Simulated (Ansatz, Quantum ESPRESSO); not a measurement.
# Sb chain with one bond drawn out by 1.5 Å: ballistic transmission, part 2 of 4

How well does the junction conduct in the ballistic limit? It is: Sb chain with one bond drawn out by 1.5 Å.

Quantum ESPRESSO 7.5; plane-wave DFT, PBE, GBRV ultrasoft pseudopotentials; cross-check by Ansatz 0.2.0 with PAW datasets.

So far. Step 2 (Ground state): The run needed 15 iterations to bring the estimated error under 1e-07 Ry; the largest force on any atom, held or free, is 1.75 eV/Å.

### 3. The open system

Level of this step: transmission by pwcond, lead and junction from one cell; plane-wave DFT, PBE, GBRV ultrasoft pseudopotentials (Quantum ESPRESSO).

prefixt takes both regions from one run: the lead from 0 to bdl, the scattering region from bdl to bds (units of alat). ikind = 1 puts the same lead on both sides. The program's T_tot counts both spins in a run without spin; the tables below give T per spin.

File cond.in:

```
&inputcond
  outdir = './out'
  prefixt = 'scf'
  tran_file = 'cond.dat'
  bdl = 0.7333333333
  bds = 3.1333333333
  ikind = 1
  ewind = 4.0
  epsproj = 1e-05
  nz1 = 7
  energy0 = 2.0
  denergy = -0.1
/
1
  0.00000000 0.00000000 1.00000000
41
```

On the command line:

```bash
> OMP_NUM_THREADS=1 mpirun -n 2 pwcond.x -in cond.in > cond.out
```

Log:

```text
[banner, memory and clock lines left out]
Program PWCOND v.7.5 starts

          URL

     ./out/scf.save/

     IMPORTANT: XC functional enforced from input :
     Exchange-correlation= PBE
                           (   1   4   3   4   0   0   0)
     Any further DFT definition will be discarded
     Please, verify this is what you really want

     negative rho (up, down):  1.260E-04 0.000E+00
     Reading collected, re-writing distributed wavefunctions

===== INPUT FILE containing all the regions =====

     GEOMETRY:

     lattice parameter (alat)  =      14.1729  a.u.
     the volume                =    8920.4547 (a.u.)^3
     the cross section         =     200.8724 (a.u.)^2
     l of the unit cell        =       3.1333 (alat)
     number of atoms/cell      =            8
     number of atomic types    =            1

     crystal axes: (cart. coord. in units of alat)
               a(1) = (  1.0000  0.0000  0.0000 )
               a(2) = (  0.0000  1.0000  0.0000 )
               a(3) = (  0.0000  0.0000  3.1333 )

   Cartesian axes

     site n.     atom                  positions (alat units)
          1        Sb     tau(  1)=(  0.5000  0.5000  3.1333  )
          2        Sb     tau(  2)=(  0.5000  0.5000  0.3667  )
          3        Sb     tau(  3)=(  0.5000  0.5000  0.7333  )
          4        Sb     tau(  4)=(  0.5000  0.5000  1.1000  )
          5        Sb     tau(  5)=(  0.5000  0.5000  1.6667  )
          6        Sb     tau(  6)=(  0.5000  0.5000  2.0333  )
          7        Sb     tau(  7)=(  0.5000  0.5000  2.4000  )
          8        Sb     tau(  8)=(  0.5000  0.5000  2.7667  )

     nr1s                      =           54
     nr2s                      =           54
     nr3s                      =          180
     nr1sx                     =           54
     nr2sx                     =           54
     nr3sx                     =          180
     nr1                       =           60
     nr2                       =           60
     nr3                       =          192
     nr1x                      =           60
     nr2x                      =           60
     nr3x                      =          192

 _______________________________
  Radii of nonlocal spheres:

     type       ibeta     ang. mom.          radius (alat units)
       Sb         1         0                    0.1484
       Sb         2         0                    0.1484
       Sb         3         1                    0.1484
       Sb         4         1                    0.1484
       Sb         5         2                    0.1484
       Sb         6         2                    0.1484
----- General information -----

--- T calc. with identical leads (ikind=1) ---

     nrx                       =           54
     nry                       =           54
     nz1                       =            7

     energy0               =         2.0E+00
     denergy               =        -1.0E-01
     nenergy               =         41
     ecut2d                =         3.4E+01
     ewind                 =         4.0E+00
     epsproj               =         1.0E-05

     number of k_|| points=    1
                       cryst. coord.
        k(    1) = (   0.0000000   0.0000000), wk =   1.0000000
----- Information about left/right lead -----

     nocros                   =           18
     noins                    =           18
     norb                     =           54
     norbf                    =          126
     nrz                      =           42

      iorb      type   ibeta   ang. mom.   m       position (alat)
        1        1       1        0        1   taunew(   1)=(  0.5000  0.5000  0.0000)
        2        1       2        0        1   taunew(   2)=(  0.5000  0.5000  0.0000)
        3        1       3        1        1   taunew(   3)=(  0.5000  0.5000  0.0000)
        4        1       3        1        2   taunew(   4)=(  0.5000  0.5000  0.0000)
        5        1       3        1        3   taunew(   5)=(  0.5000  0.5000  0.0000)
        6        1       4        1        1   taunew(   6)=(  0.5000  0.5000  0.0000)
        7        1       4        1        2   taunew(   7)=(  0.5000  0.5000  0.0000)
        8        1       4        1        3   taunew(   8)=(  0.5000  0.5000  0.0000)
        9        1       5        2        1   taunew(   9)=(  0.5000  0.5000  0.0000)
       10        1       5        2        2   taunew(  10)=(  0.5000  0.5000  0.0000)
       11        1       5        2        3   taunew(  11)=(  0.5000  0.5000  0.0000)
       12        1       5        2        4   taunew(  12)=(  0.5000  0.5000  0.0000)
       13        1       5        2        5   taunew(  13)=(  0.5000  0.5000  0.0000)
       14        1       6        2        1   taunew(  14)=(  0.5000  0.5000  0.0000)
       15        1       6        2        2   taunew(  15)=(  0.5000  0.5000  0.0000)
       16        1       6        2        3   taunew(  16)=(  0.5000  0.5000  0.0000)
       17        1       6        2        4   taunew(  17)=(  0.5000  0.5000  0.0000)
       18        1       6        2        5   taunew(  18)=(  0.5000  0.5000  0.0000)
       19        1       1        0        1   taunew(  19)=(  0.5000  0.5000  0.3667)
       20        1       2        0        1   taunew(  20)=(  0.5000  0.5000  0.3667)
       21        1       3        1        1   taunew(  21)=(  0.5000  0.5000  0.3667)
       22        1       3        1        2   taunew(  22)=(  0.5000  0.5000  0.3667)
       23        1       3        1        3   taunew(  23)=(  0.5000  0.5000  0.3667)
       24        1       4        1        1   taunew(  24)=(  0.5000  0.5000  0.3667)
       25        1       4        1        2   taunew(  25)=(  0.5000  0.5000  0.3667)
       26        1       4        1        3   taunew(  26)=(  0.5000  0.5000  0.3667)
       27        1       5        2        1   taunew(  27)=(  0.5000  0.5000  0.3667)
       28        1       5        2        2   taunew(  28)=(  0.5000  0.5000  0.3667)
       29        1       5        2        3   taunew(  29)=(  0.5000  0.5000  0.3667)
       30        1       5        2        4   taunew(  30)=(  0.5000  0.5000  0.3667)
       31        1       5        2        5   taunew(  31)=(  0.5000  0.5000  0.3667)
       32        1       6        2        1   taunew(  32)=(  0.5000  0.5000  0.3667)
       33        1       6        2        2   taunew(  33)=(  0.5000  0.5000  0.3667)
       34        1       6        2        3   taunew(  34)=(  0.5000  0.5000  0.3667)
       35        1       6        2        4   taunew(  35)=(  0.5000  0.5000  0.3667)
       36        1       6        2        5   taunew(  36)=(  0.5000  0.5000  0.3667)
[...]
105        1       6        2        2   taunew( 105)=(  0.5000  0.5000  2.0333)
      106        1       6        2        3   taunew( 106)=(  0.5000  0.5000  2.0333)
      107        1       6        2        4   taunew( 107)=(  0.5000  0.5000  2.0333)
      108        1       6        2        5   taunew( 108)=(  0.5000  0.5000  2.0333)
      109        1       1        0        1   taunew( 109)=(  0.5000  0.5000  2.4000)
      110        1       2        0        1   taunew( 110)=(  0.5000  0.5000  2.4000)
      111        1       3        1        1   taunew( 111)=(  0.5000  0.5000  2.4000)
      112        1       3        1        2   taunew( 112)=(  0.5000  0.5000  2.4000)
      113        1       3        1        3   taunew( 113)=(  0.5000  0.5000  2.4000)
      114        1       4        1        1   taunew( 114)=(  0.5000  0.5000  2.4000)
      115        1       4        1        2   taunew( 115)=(  0.5000  0.5000  2.4000)
      116        1       4        1        3   taunew( 116)=(  0.5000  0.5000  2.4000)
      117        1       5        2        1   taunew( 117)=(  0.5000  0.5000  2.4000)
      118        1       5        2        2   taunew( 118)=(  0.5000  0.5000  2.4000)
      119        1       5        2        3   taunew( 119)=(  0.5000  0.5000  2.4000)
      120        1       5        2        4   taunew( 120)=(  0.5000  0.5000  2.4000)
      121        1       5        2        5   taunew( 121)=(  0.5000  0.5000  2.4000)
      122        1       6        2        1   taunew( 122)=(  0.5000  0.5000  2.4000)
      123        1       6        2        2   taunew( 123)=(  0.5000  0.5000  2.4000)
      124        1       6        2        3   taunew( 124)=(  0.5000  0.5000  2.4000)
      125        1       6        2        4   taunew( 125)=(  0.5000  0.5000  2.4000)
      126        1       6        2        5   taunew( 126)=(  0.5000  0.5000  2.4000)
 ngper, shell number =          545          70
 ngper, n2d =          545         148
---  E-Ef =    2.0000000  k =    0.0000000   0.0000000
---  ie =          1  ik =          1
 Nchannels of the left tip =            1
 Right moving states:
   k1(2pi/a)   k2(2pi/a)   E-Ef (eV)
   0.4989521  -0.0000018   2.0000000
 Left moving states:
   k1(2pi/a)   k2(2pi/a)   E-Ef (eV)
  -0.4989521  -0.0000018   2.0000000

 to transmit
 Band j to band i transmissions and reflections:
    j         i     |T_ij|^2    |R_ij|^2

    1 -->     1     0.20563     0.79437
   Total T_j, R_j =    0.20563  0.79437

E-Ef(ev), T(x2 spins) =    2.0000000   0.4112551
---  E-Ef =    1.9000000  k =    0.0000000   0.0000000
---  ie =          2  ik =          1
 Nchannels of the left tip =            3
 Right moving states:
   k1(2pi/a)   k2(2pi/a)   E-Ef (eV)
  -0.0406478  -0.0000023   1.9000000
  -0.0406478  -0.0000023   1.9000000
   0.4925476  -0.0000017   1.9000000
 Left moving states:
   k1(2pi/a)   k2(2pi/a)   E-Ef (eV)
   0.0406478  -0.0000023   1.9000000
   0.0406478  -0.0000023   1.9000000
  -0.4925476  -0.0000017   1.9000000

 to transmit
 Band j to band i transmissions and reflections:
    j         i     |T_ij|^2    |R_ij|^2

    1 -->     1     0.00978     0.96491
    1 -->     2     0.00000     0.02531
    1 -->     3     0.00000     0.00000
   Total T_j, R_j =    0.00978  0.99022

    2 -->     1     0.00000     0.02531
    2 -->     2     0.00978     0.96491
    2 -->     3     0.00000     0.00000
   Total T_j, R_j =    0.00978  0.99022

    3 -->     1     0.00000     0.00000
    3 -->     2     0.00000     0.00000
    3 -->     3     0.32932     0.67068
   Total T_j, R_j =    0.32932  0.67068

E-Ef(ev), T(x2 spins) =    1.9000000   0.6977690
---  E-Ef =    1.8000000  k =    0.0000000   0.0000000
---  ie =          3  ik =          1
 Nchannels of the left tip =            3
 Right moving states:
   k1(2pi/a)   k2(2pi/a)   E-Ef (eV)
  -0.0821530  -0.0000023   1.8000000
  -0.0821530  -0.0000023   1.8000000
   0.4862136  -0.0000017   1.8000000
 Left moving states:
   k1(2pi/a)   k2(2pi/a)   E-Ef (eV)
   0.0821530  -0.0000023   1.8000000
   0.0821530  -0.0000023   1.8000000
  -0.4862136  -0.0000017   1.8000000

 to transmit
 Band j to band i transmissions and reflections:
    j         i     |T_ij|^2    |R_ij|^2

    1 -->     1     0.03166     0.88343
    1 -->     2     0.00000     0.08490
    1 -->     3     0.00000     0.00000
   Total T_j, R_j =    0.03166  0.96834

    2 -->     1     0.00000     0.08490
    2 -->     2     0.03166     0.88343
    2 -->     3     0.00000     0.00000
   Total T_j, R_j =    0.03166  0.96834

    3 -->     1     0.00000     0.00000
    3 -->     2     0.00000     0.00000
    3 -->     3     0.33475     0.66525
   Total T_j, R_j =    0.33475  0.66525

E-Ef(ev), T(x2 spins) =    1.8000000   0.7961463
[... further energies and points left out ...]
---  E-Ef =   -1.8000000  k =    0.0000000   0.0000000
---  ie =         39  ik =          1
 Nchannels of the left tip =            1
 Right moving states:
   k1(2pi/a)   k2(2pi/a)   E-Ef (eV)
   0.2407215  -0.0000002  -1.8000000
 Left moving states:
   k1(2pi/a)   k2(2pi/a)   E-Ef (eV)
  -0.2407215  -0.0000002  -1.8000000

 to transmit
 Band j to band i transmissions and reflections:
    j         i     |T_ij|^2    |R_ij|^2

    1 -->     1     0.15297     0.84703
   Total T_j, R_j =    0.15297  0.84703

E-Ef(ev), T(x2 spins) =   -1.8000000   0.3059449
---  E-Ef =   -1.9000000  k =    0.0000000   0.0000000
---  ie =         40  ik =          1
 Nchannels of the left tip =            1
 Right moving states:
   k1(2pi/a)   k2(2pi/a)   E-Ef (eV)
   0.2331445  -0.0000002  -1.9000000
 Left moving states:
   k1(2pi/a)   k2(2pi/a)   E-Ef (eV)
  -0.2331445  -0.0000002  -1.9000000

 to transmit
 Band j to band i transmissions and reflections:
    j         i     |T_ij|^2    |R_ij|^2

    1 -->     1     0.14757     0.85243
   Total T_j, R_j =    0.14757  0.85243

E-Ef(ev), T(x2 spins) =   -1.9000000   0.2951461
---  E-Ef =   -2.0000000  k =    0.0000000   0.0000000
---  ie =         41  ik =          1
 Nchannels of the left tip =            1
 Right moving states:
   k1(2pi/a)   k2(2pi/a)   E-Ef (eV)
   0.2255024  -0.0000001  -2.0000000
 Left moving states:
   k1(2pi/a)   k2(2pi/a)   E-Ef (eV)
  -0.2255024  -0.0000001  -2.0000000

 to transmit
 Band j to band i transmissions and reflections:
    j         i     |T_ij|^2    |R_ij|^2

    1 -->     1     0.14224     0.85776
   Total T_j, R_j =    0.14224  0.85776

E-Ef(ev), T(x2 spins) =   -2.0000000   0.2844859
   T_tot     2.00000      0.41126E+00
   T_tot     1.90000      0.69777E+00
   T_tot     1.80000      0.79615E+00
   T_tot     1.70000      0.85788E+00
   T_tot     1.60000      0.90302E+00
   T_tot     1.50000      0.93736E+00
   T_tot     1.40000      0.96257E+00
   T_tot     1.30000      0.97912E+00
   T_tot     1.20000      0.98755E+00
   T_tot     1.10000      0.98909E+00
   T_tot     1.00000      0.98554E+00
   T_tot     0.90000      0.97901E+00
   T_tot     0.80000      0.97148E+00
   T_tot     0.70000      0.96440E+00
   T_tot     0.60000      0.95856E+00
   T_tot     0.50000      0.95384E+00
   T_tot     0.40000      0.94901E+00
   T_tot     0.30000      0.94167E+00
   T_tot     0.20000      0.92858E+00
   T_tot     0.10000      0.90676E+00
   T_tot    -0.00000      0.87520E+00
   T_tot    -0.10000      0.83627E+00
   T_tot    -0.20000      0.79587E+00
   T_tot    -0.30000      0.76699E+00
   T_tot    -0.40000      0.46430E+00
   T_tot    -0.50000      0.61680E+00
   T_tot    -0.60000      0.60347E+00
   T_tot    -0.70000      0.58233E+00
   T_tot    -0.80000      0.56100E+00
   T_tot    -0.90000      0.53887E+00
   T_tot    -1.00000      0.51373E+00
   T_tot    -1.10000      0.48420E+00
   T_tot    -1.20000      0.45178E+00
   T_tot    -1.30000      0.42017E+00
   T_tot    -1.40000      0.39164E+00
   T_tot    -1.50000      0.36467E+00
   T_tot    -1.60000      0.33615E+00
   T_tot    -1.70000      0.31689E+00
   T_tot    -1.80000      0.30594E+00
   T_tot    -1.90000      0.29515E+00
   T_tot    -2.00000      0.28449E+00

Note: The following floating-point exceptions are signalling: IEEE_UNDERFLOW_FLAG
Note: The following floating-point exceptions are signalling: IEEE_UNDERFLOW_FLAG
```

Wall time 4.1 min (2 MPI ranks of Arm Neoverse V1, shared host); peak memory 0.55 GiB.

This step gave:

| Property | Result |
| --- | --- |
| lead channels at the Fermi level, one spin | 3 |
| transmission at the Fermi level, one spin | 0.4376 |
| conductance | 0.4376 G₀ |

Per spin. Open channels against energy, zero at the Fermi level:

| energy (eV) | open channels |
| --- | --- |
| -2.00 | 1 |
| -1.80 | 1 |
| -1.50 | 3 |
| -1.30 | 3 |
| -1.10 | 3 |
| -0.80 | 3 |
| -0.60 | 3 |
| -0.40 | 1 |
| -0.10 | 3 |
| 0.00 | 3 |
| 0.10 | 3 |
| 0.40 | 3 |
| 0.60 | 3 |
| 0.80 | 3 |
| 1.10 | 3 |
| 1.30 | 3 |
| 1.50 | 3 |
| 1.80 | 3 |
| 2.00 | 1 |

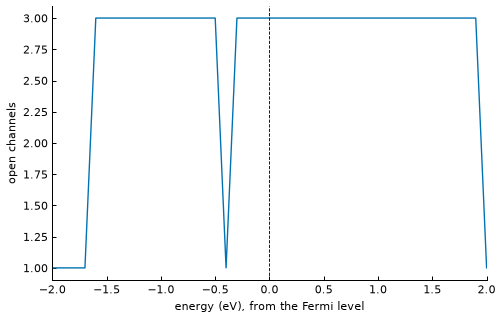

Open channels, plotted against energy.

Per spin. Transmission against energy, zero at the Fermi level:

| energy (eV) | transmission |
| --- | --- |
| -2.00 | 0.142 |
| -1.70 | 0.158 |
| -1.40 | 0.196 |
| -1.10 | 0.242 |
| -0.80 | 0.280 |
| -0.50 | 0.308 |
| -0.20 | 0.398 |
| 0.00 | 0.438 |
| 0.20 | 0.464 |
| 0.50 | 0.477 |
| 0.80 | 0.486 |
| 1.10 | 0.495 |
| 1.40 | 0.481 |
| 1.70 | 0.429 |
| 2.00 | 0.206 |

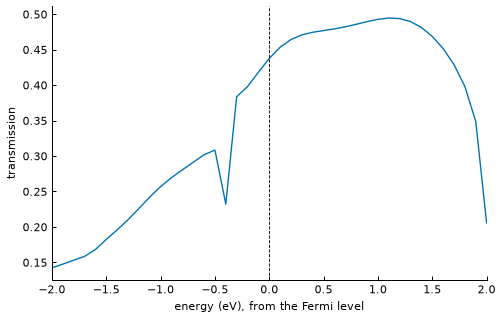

Transmission, plotted against energy.

The program's own clock; routines nest. Time by routine:

| routine | wall time (s) | calls |
| --- | --- | --- |
| PWCOND | 244.3 | 1 |
| scatter_forw | 206.8 | 82 |
| compbs | 18.8 | 41 |
| compbs_2 | 15.46 | 41 |
| local | 14.8 | 1 |
| init | 1.16 | 1 |
| poten | 0.08 | 1 |

At no point does T exceed the number of channels. That doesn't clear the run: at some energies its lead has fewer channels than the second code's.

(Part 2 of 4 ends here.)

[Logs are printed without paths, hosts, clocks, repeated set-up lines and the standing remarks that a program may print on its own settings, such as how far it seeks lower states.]

[Hosts, paths, dates, database ids (printed as entryN), source tags and the programs' standing remarks are cut or masked in the printed files.]

[Maps of the electrostatic potential energy from Ansatz leave out the sawtooth potential of an applied field or a dipole correction, so their vacuum need not be flat; planar profiles and work functions include it.]
